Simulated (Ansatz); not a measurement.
## Run report: Ga₅N, geometry relaxation (part 2 of 2)

The same run, continued: Ga₅N (6 atoms in the cell); DFT PBE, scalar-relativistic, plane waves, PAW, no spin polarisation (Ansatz 0.2.0); cutoff 420 eV, 12×12×8 k-mesh, Gaussian smearing of 0.1 eV. The structure was made by a generator, so it may or may not be a known phase.

Geometry of the input (Å; fractional positions):
```
5.0115  0.0000  0.0000
-2.5058  4.3401  0.0000
0.0000  0.0000  4.5743
Ga 0.6953  0.6953  0.0000
Ga 0.3333  0.6667  0.5000
Ga -0.0000  0.3047  0.0000
Ga 0.3047  0.0000  0.0000
Ga 0.6667  0.3333  0.5000
N  0.0000  0.0000  0.5000
```

Output, continued:
```
--- Per-component energies (eV) ---
  E_band       = -194.105749
  E_kinetic    = 702.473341
  E_local      = -9518.986596  (includes V_loc(G=0)·N_el)
  E_nonlocal   = 2164.381418
  E_hartree    = 4442.671125
  E_xc         = -404.891984
  E_vxc        = -364.888147  (∫ρ·V_xc dr)
  E_paw        = -10063.553393  (= ΣΔE_a)
  E_vpaw       = -2062.427811  (= ΣTr[D̂ρ^β])
  E_aug_tail   = -0.000448  (compensation charges beyond the density's cutoff)
  E_ewald      = -6619.934867
  E_smearing   = -0.013616  (= −TS)
  E_closure    = 0.000000  (closes the sum)
  Σ components = -19297.855019   (vs F -19297.855019, Δ=0.00e0)
--- Forces (eV/Å), atoms counted from 1 ---
  atom   1  Ga     0.00044398     0.00076899     0.00000000
  atom   2  Ga     0.00000000    -0.00000000     0.00000000
  atom   3  Ga     0.00044398    -0.00076899     0.00000000
  atom   4  Ga    -0.00088796    -0.00000000     0.00000000
  atom   5  Ga     0.00000000    -0.00000000     0.00000000
  atom   6  N      0.00000000    -0.00000000    -0.00000000
  max |Σ_I F_I| component: 6.46e-17 eV/Å
--- Stress (GPa, compression-positive) ---
        0.006666       0.000000      -0.000000
        0.000000       0.006666      -0.000000
       -0.000000      -0.000000       0.003596
  P = ⅓ Tr σ = 0.0056 GPa (0.056 kbar)
--- Band table (eV; the first three rows and the last of 95) ---
  k-point 0: bands = ["-6.8822", "-5.7503", "-5.6868", "-5.6868", "-5.6189", "-5.6189", "-5.6104", "-5.5526", "-5.5122", "-5.5122", "-5.5119", "-5.5119", "-5.4993", "-5.4464", "-5.4464", "-5.4277", "-5.4277", "-5.4178", "-5.4152", "-5.3061", "-5.3061", "-5.2854", "-5.2854", "-5.2749", "-5.2749", "-5.1071", "-0.2303", "1.6258", "1.6258", "2.5449", "4.9207", "4.9207", "7.8885", "8.6575", "8.7977", "8.7977", "14.1762", "14.1762", "14.3128", "15.4060", "15.4060", "17.0033"]
  k-point 1: bands = ["-6.7951", "-5.7072", "-5.6454", "-5.6454", "-5.6121", "-5.6121", "-5.5657", "-5.5611", "-5.5516", "-5.5516", "-5.4915", "-5.4915", "-5.4887", "-5.4822", "-5.4822", "-5.4459", "-5.4107", "-5.4107", "-5.3999", "-5.3111", "-5.3111", "-5.3048", "-5.3048", "-5.2906", "-5.2906", "-4.9743", "0.0556", "1.8898", "1.8898", "2.8313", "5.2425", "5.2425", "6.3783", "8.9799", "8.9799", "9.5337", "14.2694", "14.3674", "14.3674", "14.9117", "15.1954", "15.1954"]
  k-point 2: bands = ["-6.6249", "-5.6421", "-5.6421", "-5.6157", "-5.6007", "-5.6007", "-5.5824", "-5.5545", "-5.5545", "-5.5224", "-5.5224", "-5.5214", "-5.4673", "-5.4673", "-5.4465", "-5.4143", "-5.4143", "-5.4017", "-5.3663", "-5.3504", "-5.3504", "-5.3181", "-5.3181", "-5.2978", "-5.2978", "-4.5801", "0.8730", "2.6804", "2.6804", "3.7013", "4.3141", "6.1683", "6.1683", "9.3171", "9.3171", "10.3901", "10.8051", "13.0691", "13.0691", "13.2604", "15.1292", "15.1292"]
  k-point 94: bands = ["-6.4978", "-5.6876", "-5.6876", "-5.6564", "-5.6402", "-5.6402", "-5.6202", "-5.6073", "-5.5779", "-5.5779", "-5.5416", "-5.4745", "-5.4745", "-5.4215", "-5.3930", "-5.3930", "-5.3440", "-5.3440", "-5.3370", "-5.3131", "-5.2756", "-5.2756", "-5.2651", "-5.2516", "-5.2516", "-3.5614", "1.4094", "4.1818", "4.1818", "4.9764", "4.9764", "6.8781", "6.8781", "7.9892", "8.5742", "9.2141", "9.2141", "11.4048", "11.4048", "13.7455", "13.7455", "14.0564"]
--- Relaxed structure (19 steps of the walk, 16 accepted, 3 SCFs on fresh bases) ---
  F+E_penalty+E_count = -19297.85501920 eV   max|allowed force component| = 8.880e-4 eV/Å   (the final SCF, on the basis selected at the relaxed cell)
  cell:  # Å, volume = 102.8167 Å³
    - [6.473851173452365, -3.263274946686209e-33, 8.246737965960485e-18]
    - [-3.2369255867261826, 5.606519576529446, -4.123368982980238e-18]
    - [7.527345148540222e-18, 4.8798465845383597e-33, 2.8327458604713023]
  atoms:
    - { symbol: Ga, position: [0.7413466500221577, 0.7413466500221577, -4.668294144460526e-19] }
    - { symbol: Ga, position: [0.33333333333333337, 0.6666666666666669, 0.5] }
    - { symbol: Ga, position: [9.805626486705254e-37, 0.2586533499778424, -4.668294144460536e-19] }
    - { symbol: Ga, position: [0.2586533499778424, 1.332325832164104e-19, 9.336588288921054e-19] }
    - { symbol: Ga, position: [0.6666666666666669, 0.3333333333333334, 0.5] }
    - { symbol: N, position: [-1.425150364317811e-19, 1.332325832164119e-19, 0.5] }
```

Trajectory as extended XYZ (Å, eV, eV/Å), 22 frames, from step=1 to step=22:
```
6
Lattice="5.0115 0.0000 0.0000 -2.5058 4.3401 0.0000 0.0000 0.0000 4.5743" Properties=species:S:1:pos:R:3:forces:R:3 step=1 energy=-19295.46464 pressure_GPa=-0.27
Ga    1.7422    3.0176    0.0000   -0.0989  -0.1714   0.0000
Ga    0.0000    2.8934    2.2872    0.0000   0.0000   0.0000
Ga   -0.7635    1.3225    0.0000   -0.0989   0.1714   0.0000
Ga    1.5271    0.0000    0.0000    0.1979   0.0000   0.0000
Ga    2.5058    1.4467    2.2872    0.0000   0.0000   0.0000
N     0.0000    0.0000    2.2872    0.0000   0.0000   0.0000
6
Lattice="5.0846 0.0000 0.0000 -2.5423 4.4034 0.0000 0.0000 0.0000 4.4060" Properties=species:S:1:pos:R:3:forces:R:3 step=2 energy=-19295.56910 pressure_GPa=0.21
Ga    1.7669    3.0604    0.0000    0.0303   0.0525   0.0000
Ga    0.0000    2.9356    2.2030    0.0000   0.0000   0.0000
Ga   -0.7754    1.3430    0.0000    0.0303  -0.0525   0.0000
Ga    1.5507    0.0000    0.0000   -0.0606   0.0000   0.0000
Ga    2.5423    1.4678    2.2030    0.0000   0.0000   0.0000
N     0.0000    0.0000    2.2030    0.0000   0.0000   0.0000
6
Lattice="5.2309 0.0000 0.0000 -2.6154 4.5301 0.0000 0.0000 0.0000 4.1827" Properties=species:S:1:pos:R:3:forces:R:3 step=3 energy=-19295.69405 pressure_GPa=0.61
Ga    1.8481    3.2010    0.0000   -0.0686  -0.1188   0.0000
Ga    0.0000    3.0200    2.0914    0.0000   0.0000   0.0000
Ga   -0.7674    1.3291    0.0000   -0.0686   0.1188   0.0000
Ga    1.5347    0.0000    0.0000    0.1372   0.0000   0.0000
Ga    2.6154    1.5100    2.0914    0.0000   0.0000   0.0000
N     0.0000    0.0000    2.0914    0.0000   0.0000   0.0000
6
Lattice="5.4145 0.0000 0.0000 -2.7073 4.6891 0.0000 0.0000 0.0000 3.9551" Properties=species:S:1:pos:R:3:forces:R:3 step=4 energy=-19295.92551 pressure_GPa=0.04
Ga    1.9237    3.3319    0.0000    0.0824   0.1426   0.0000
Ga    0.0000    3.1261    1.9775    0.0000   0.0000   0.0000
Ga   -0.7836    1.3572    0.0000    0.0824  -0.1426   0.0000
Ga    1.5672    0.0000    0.0000   -0.1647   0.0000   0.0000
Ga    2.7073    1.5630    1.9775    0.0000   0.0000   0.0000
N     0.0000    0.0000    1.9775    0.0000   0.0000   0.0000
6
Lattice="5.5428 0.0000 0.0000 -2.7714 4.8002 0.0000 0.0000 0.0000 3.7322" Properties=species:S:1:pos:R:3:forces:R:3 step=5 energy=-19296.18636 pressure_GPa=1.29
Ga    1.9896    3.4460    0.0000    0.0196   0.0339   0.0000
Ga    0.0000    3.2002    1.8661    0.0000   0.0000   0.0000
Ga   -0.7819    1.3542    0.0000    0.0196  -0.0339   0.0000
Ga    1.5637    0.0000    0.0000   -0.0392   0.0000   0.0000
Ga    2.7714    1.6001    1.8661    0.0000   0.0000   0.0000
N     0.0000    0.0000    1.8661    0.0000   0.0000   0.0000
6
Lattice="5.7518 0.0000 0.0000 -2.8759 4.9812 0.0000 0.0000 0.0000 3.5110" Properties=species:S:1:pos:R:3:forces:R:3 step=6 energy=-19296.42673 pressure_GPa=0.49
Ga    2.0862    3.6134    0.0000   -0.0098  -0.0170   0.0000
Ga    0.0000    3.3208    1.7555    0.0000   0.0000   0.0000
Ga   -0.7897    1.3678    0.0000   -0.0098   0.0170   0.0000
Ga    1.5794    0.0000    0.0000    0.0197   0.0000   0.0000
Ga    2.8759    1.6604    1.7555    0.0000   0.0000   0.0000
N     0.0000    0.0000    1.7555    0.0000   0.0000   0.0000
6
Lattice="5.8960 0.0000 0.0000 -2.9480 5.1061 0.0000 0.0000 0.0000 3.2881" Properties=species:S:1:pos:R:3:forces:R:3 step=7 energy=-19296.84138 pressure_GPa=0.23
Ga    2.1504    3.7247    0.0000    0.0083   0.0144   0.0000
Ga    0.0000    3.4041    1.6440    0.0000   0.0000   0.0000
Ga   -0.7976    1.3815    0.0000    0.0083  -0.0144   0.0000
Ga    1.5952    0.0000    0.0000   -0.0166   0.0000   0.0000
Ga    2.9480    1.7020    1.6440    0.0000   0.0000   0.0000
N     0.0000    0.0000    1.6440    0.0000   0.0000   0.0000
6
Lattice="6.0056 0.0000 0.0000 -3.0028 5.2010 0.0000 0.0000 0.0000 3.0652" Properties=species:S:1:pos:R:3:forces:R:3 step=8 energy=-19297.06416 pressure_GPa=1.37
Ga    2.1987    3.8082    0.0000   -0.0296  -0.0513   0.0000
Ga    0.0000    3.4673    1.5326    0.0000   0.0000   0.0000
Ga   -0.8041    1.3927    0.0000   -0.0296   0.0513   0.0000
Ga    1.6082    0.0000    0.0000    0.0593   0.0000   0.0000
Ga    3.0028    1.7337    1.5326    0.0000   0.0000   0.0000
N     0.0000    0.0000    1.5326    0.0000   0.0000   0.0000
6
Lattice="6.1155 0.0000 0.0000 -3.0577 5.2962 0.0000 0.0000 0.0000 3.0359" Properties=species:S:1:pos:R:3:forces:R:3 step=9 energy=-19297.05464 pressure_GPa=-2.28 accepted=F
Ga    2.2470    3.8918    0.0000   -0.0467  -0.0810   0.0000
Ga    0.0000    3.5308    1.5180    0.0000   0.0000   0.0000
Ga   -0.8108    1.4043    0.0000   -0.0467   0.0810   0.0000
Ga    1.6216    0.0000    0.0000    0.0935   0.0000   0.0000
Ga    3.0577    1.7654    1.5180    0.0000   0.0000   0.0000
N     0.0000    0.0000    1.5180    0.0000   0.0000   0.0000
6
Lattice="6.0591 0.0000 0.0000 -3.0295 5.2473 0.0000 0.0000 0.0000 3.0193" Properties=species:S:1:pos:R:3:forces:R:3 step=10 energy=-19297.07379 pressure_GPa=0.16
Ga    2.2146    3.8358    0.0000    0.0538   0.0931   0.0000
Ga    0.0000    3.4982    1.5096    0.0000   0.0000   0.0000
Ga   -0.8149    1.4115    0.0000    0.0538  -0.0931   0.0000
Ga    1.6298    0.0000    0.0000   -0.1075   0.0000   0.0000
Ga    3.0295    1.7491    1.5096    0.0000   0.0000   0.0000
N     0.0000    0.0000    1.5096    0.0000   0.0000   0.0000
6
Lattice="6.0566 0.0000 0.0000 -3.0283 5.2452 0.0000 0.0000 0.0000 3.0333" Properties=species:S:1:pos:R:3:forces:R:3 step=11 energy=-19297.07571 pressure_GPa=0.04
Ga    2.2180    3.8416    0.0000   -0.0029  -0.0050   0.0000
Ga    0.0000    3.4968    1.5167    0.0000   0.0000   0.0000
Ga   -0.8103    1.4036    0.0000   -0.0029   0.0050   0.0000
Ga    1.6207    0.0000    0.0000    0.0058   0.0000   0.0000
Ga    3.0283    1.7484    1.5167    0.0000   0.0000   0.0000
N     0.0000    0.0000    1.5167    0.0000   0.0000   0.0000
6
Lattice="6.0550 0.0000 0.0000 -3.0275 5.2438 0.0000 0.0000 0.0000 3.0367" Properties=species:S:1:pos:R:3:forces:R:3 step=12 energy=-19297.07569 pressure_GPa=0.02
Ga    2.2170    3.8400    0.0000    0.0006   0.0011   0.0000
Ga    0.0000    3.4959    1.5183    0.0000   0.0000   0.0000
Ga   -0.8105    1.4038    0.0000    0.0006  -0.0011   0.0000
Ga    1.6210    0.0000    0.0000   -0.0013   0.0000   0.0000
Ga    3.0275    1.7479    1.5183    0.0000   0.0000   0.0000
N     0.0000    0.0000    1.5183    0.0000   0.0000   0.0000
6
Lattice="6.0550 0.0000 0.0000 -3.0275 5.2438 0.0000 0.0000 0.0000 3.0367" Properties=species:S:1:pos:R:3:forces:R:3 step=13 energy=-19297.39699 pressure_GPa=4.28
Ga    2.2170    3.8400    0.0000    0.0113   0.0196   0.0000
Ga    0.0000    3.4959    1.5183    0.0000   0.0000   0.0000
Ga   -0.8105    1.4038    0.0000    0.0113  -0.0196   0.0000
Ga    1.6210    0.0000    0.0000   -0.0226   0.0000   0.0000
Ga    3.0275    1.7479    1.5183    0.0000   0.0000   0.0000
N     0.0000    0.0000    1.5183    0.0000   0.0000   0.0000
6
Lattice="6.3056 0.0000 0.0000 -3.1528 5.4608 0.0000 0.0000 0.0000 2.9501" Properties=species:S:1:pos:R:3:forces:R:3 step=14 energy=-19297.67500 pressure_GPa=-0.25
Ga    2.3246    4.0264    0.0000    0.0777   0.1345   0.0000
Ga    0.0000    3.6405    1.4751    0.0000   0.0000   0.0000
Ga   -0.8282    1.4344    0.0000    0.0777  -0.1345   0.0000
Ga    1.6563    0.0000    0.0000   -0.1553   0.0000   0.0000
Ga    3.1528    1.8203    1.4751    0.0000   0.0000   0.0000
N     0.0000    0.0000    1.4751    0.0000   0.0000   0.0000
6
Lattice="6.5032 0.0000 0.0000 -3.2516 5.6320 0.0000 0.0000 0.0000 2.7277" Properties=species:S:1:pos:R:3:forces:R:3 step=15 energy=-19297.73240 pressure_GPa=2.93
Ga    2.4144    4.1819    0.0000   -0.0728  -0.1261   0.0000
Ga    0.0000    3.7546    1.3639    0.0000   0.0000   0.0000
Ga   -0.8372    1.4501    0.0000   -0.0728   0.1261   0.0000
Ga    1.6744    0.0000    0.0000    0.1456   0.0000   0.0000
Ga    3.2516    1.8773    1.3639    0.0000   0.0000   0.0000
N     0.0000    0.0000    1.3639    0.0000   0.0000   0.0000
6
Lattice="6.7481 0.0000 0.0000 -3.3740 5.8440 0.0000 0.0000 0.0000 2.9217" Properties=species:S:1:pos:R:3:forces:R:3 step=16 energy=-19297.59113 pressure_GPa=-5.69 accepted=F
Ga    2.5157    4.3573    0.0000    0.0801   0.1387   0.0000
Ga    0.0000    3.8960    1.4608    0.0000   0.0000   0.0000
Ga   -0.8583    1.4867    0.0000    0.0801  -0.1387   0.0000
Ga    1.7167    0.0000    0.0000   -0.1602   0.0000   0.0000
Ga    3.3740    1.9480    1.4608    0.0000   0.0000   0.0000
N     0.0000    0.0000    1.4608    0.0000   0.0000   0.0000
6
Lattice="6.4856 0.0000 0.0000 -3.2428 5.6167 0.0000 0.0000 0.0000 2.8360" Properties=species:S:1:pos:R:3:forces:R:3 step=17 energy=-19297.83970 pressure_GPa=-0.42
Ga    2.4054    4.1662    0.0000   -0.0063  -0.0109   0.0000
Ga    0.0000    3.7445    1.4180    0.0000   0.0000   0.0000
Ga   -0.8375    1.4505    0.0000   -0.0063   0.0109   0.0000
Ga    1.6749    0.0000    0.0000    0.0126   0.0000   0.0000
Ga    3.2428    1.8722    1.4180    0.0000   0.0000   0.0000
N     0.0000    0.0000    1.4180    0.0000   0.0000   0.0000
6
Lattice="6.3621 0.0000 0.0000 -3.1810 5.5097 0.0000 0.0000 0.0000 2.8332" Properties=species:S:1:pos:R:3:forces:R:3 step=18 energy=-19297.81836 pressure_GPa=1.84 accepted=F
Ga    2.3512    4.0723    0.0000    0.0086   0.0149   0.0000
Ga    0.0000    3.6731    1.4166    0.0000   0.0000   0.0000
Ga   -0.8299    1.4374    0.0000    0.0086  -0.0149   0.0000
Ga    1.6598    0.0000    0.0000   -0.0173   0.0000   0.0000
Ga    3.1810    1.8366    1.4166    0.0000   0.0000   0.0000
N     0.0000    0.0000    1.4166    0.0000   0.0000   0.0000
6
Lattice="6.4654 0.0000 0.0000 -3.2327 5.5992 0.0000 0.0000 0.0000 2.8336" Properties=species:S:1:pos:R:3:forces:R:3 step=19 energy=-19297.84160 pressure_GPa=-0.04
Ga    2.3962    4.1504    0.0000   -0.0025  -0.0044   0.0000
Ga    0.0000    3.7328    1.4168    0.0000   0.0000   0.0000
Ga   -0.8365    1.4488    0.0000   -0.0025   0.0044   0.0000
Ga    1.6729    0.0000    0.0000    0.0050   0.0000   0.0000
Ga    3.2327    1.8664    1.4168    0.0000   0.0000   0.0000
N     0.0000    0.0000    1.4168    0.0000   0.0000   0.0000
6
Lattice="6.4654 0.0000 0.0000 -3.2327 5.5992 0.0000 0.0000 0.0000 2.8336" Properties=species:S:1:pos:R:3:forces:R:3 step=20 energy=-19297.85483 pressure_GPa=0.12
Ga    2.3962    4.1504    0.0000   -0.0014  -0.0024   0.0000
Ga    0.0000    3.7328    1.4168    0.0000   0.0000   0.0000
Ga   -0.8365    1.4488    0.0000   -0.0014   0.0024   0.0000
Ga    1.6729    0.0000    0.0000    0.0028   0.0000   0.0000
Ga    3.2327    1.8664    1.4168    0.0000   0.0000   0.0000
N     0.0000    0.0000    1.4168    0.0000   0.0000   0.0000
6
Lattice="6.4739 0.0000 0.0000 -3.2369 5.6065 0.0000 0.0000 0.0000 2.8327" Properties=species:S:1:pos:R:3:forces:R:3 step=21 energy=-19297.85480 pressure_GPa=0.01
Ga    2.3997    4.1564    0.0000    0.0005   0.0008   0.0000
Ga    0.0000    3.7377    1.4164    0.0000   0.0000   0.0000
Ga   -0.8372    1.4501    0.0000    0.0005  -0.0008   0.0000
Ga    1.6745    0.0000    0.0000   -0.0009   0.0000   0.0000
Ga    3.2369    1.8688    1.4164    0.0000   0.0000   0.0000
N     0.0000    0.0000    1.4164    0.0000   0.0000   0.0000
6
Lattice="6.4739 0.0000 0.0000 -3.2369 5.6065 0.0000 0.0000 0.0000 2.8327" Properties=species:S:1:pos:R:3:forces:R:3 step=22 energy=-19297.85502 pressure_GPa=0.01
Ga    2.3997    4.1564    0.0000    0.0004   0.0008   0.0000
Ga    0.0000    3.7377    1.4164    0.0000   0.0000   0.0000
Ga   -0.8372    1.4501    0.0000    0.0004  -0.0008   0.0000
Ga    1.6745    0.0000    0.0000   -0.0009   0.0000   0.0000
Ga    3.2369    1.8688    1.4164    0.0000   0.0000   0.0000
N     0.0000    0.0000    1.4164    0.0000   0.0000   0.0000
```

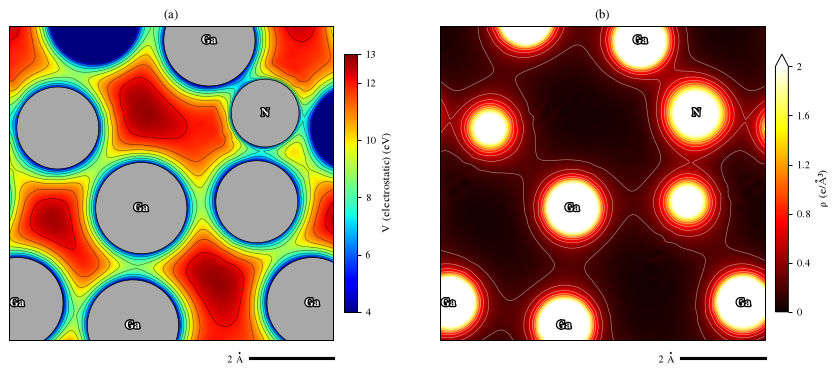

Figure 1. (a) electrostatic potential energy of an electron; (b) valence electron density on the (111) plane of the conventional cell. Grey discs, where drawn, cover atomic cores. Atoms in the plane: Ga and N. Ga–N (2.19 Å): ρ is about 0.45 e/Å³ halfway. Away from the nuclei the density in this plane falls to 0.03 e/Å³ at its lowest. Outside the cores the potential energy rises away from the atoms and is highest about 2.3 Å from the nearest atoms; outside the discs it spans about 8 eV, and its zero is arbitrary. The fields are those of the smooth PAW valence density.

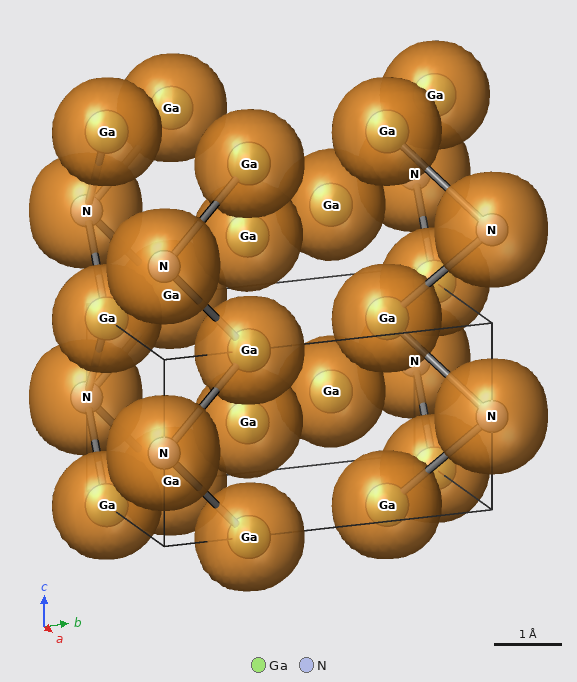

Figure 2. Isosurface of the valence electron density at 0.6 e/Å³ (orange), seen slightly off an axis. Sticks mark near contacts. The outline is the cell set on symmetry axes. At this value the density breaks into separate islands; it holds about 75 % of the electrons treated as valence (semicore included). It is pinched off along the Ga–N (2.19 Å) contacts. On the grid the lowest density along these lines, outside the cores, is 0.44 e/Å³ (Ga–N, 2.19 Å).

Results in brief:

- outcome: converged
- space group (tolerance 0.01 Å): P-62m (189)
- electrons treated: 70
- free energy: −19297.8550 eV
- Fermi energy: 9.369 eV
- gap on the k-point mesh: none (metallic)
- pressure: 0.01 GPa
- final volume: 102.82 Å³
- largest force (length of the vector) at the end: 0.001 eV/Å
- final cell: a = 6.474 Å, b = 6.474 Å, c = 2.833 Å, α = 90.00°, β = 90.00°, γ = 120.00°
- wall time: 39 min
- peak memory: 0.62 GiB
